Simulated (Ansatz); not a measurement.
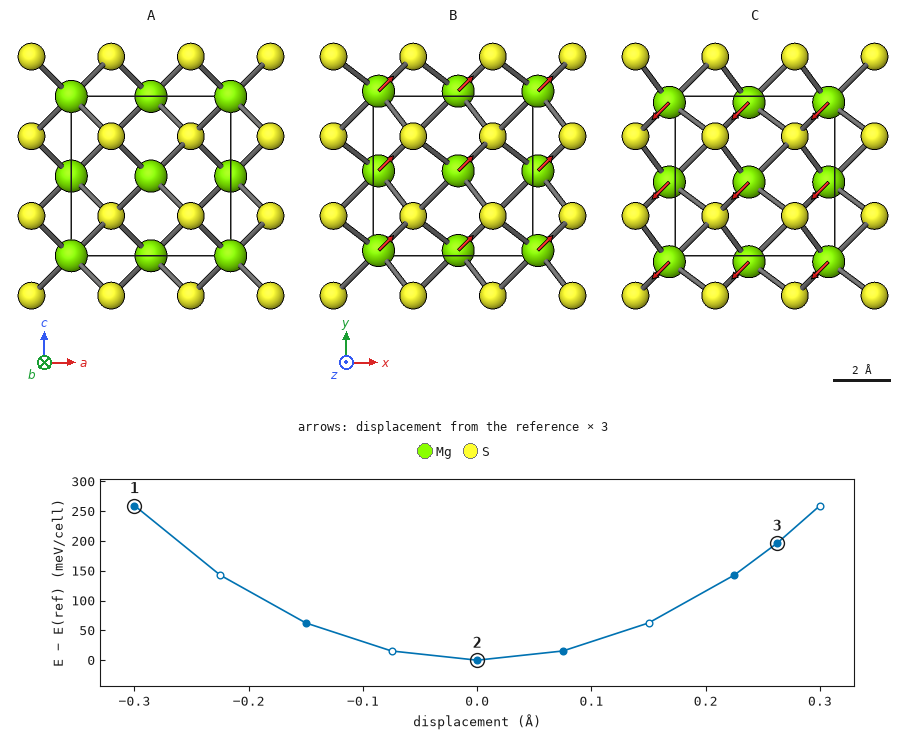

Crystalline MgS (F-43m): the whole Mg sublattice is shifted rigidly, along Cartesian [1 1 0], all else fixed. The frames are shuffled; the numbered points of the plot belong to them. Hollow markers are points alike by symmetry, not computed again. A ball-and-stick model of the conventional cell (4 times the calculation's cell), seen along the b axis. Red arrows: displacements from the reference. Lengths and directions refer to the drawn axes.

Method: DFT PBEsol, scalar-relativistic, plane waves, PAW (Ansatz). Set-up: plane-wave cutoff 420 eV; k-point mesh 8 × 8 × 8; occupations gaussian; smearing width 0.05 eV; no spin polarisation. Energies (free energies at the smearing named) are counted from the cell as listed in its source, which wasn't relaxed.

Q: Which frame belongs to which numbered point?

A: Point 1 is frame C (the displacement −0.30 Å, 259.5 meV/cell); 2 is frame A (the displacement 0.00 Å, 0.0 meV/cell); 3 is frame B (the displacement 0.2625 Å, 196.4 meV/cell). The lowest computed point lies at the displacement 0.00 Å (0.0 meV/cell). At the ends of the scan the energy is 259.5 meV/cell (−0.30 Å) and 259.5 meV/cell (0.30 Å). The curvature at zero is about 5.6 eV/Å² per cell. The well is symmetric. At the highest point the shortest interatomic distance is 2.21 Å, against 2.45 Å in the reference. The distortion takes the space group from F-43m to Cm.
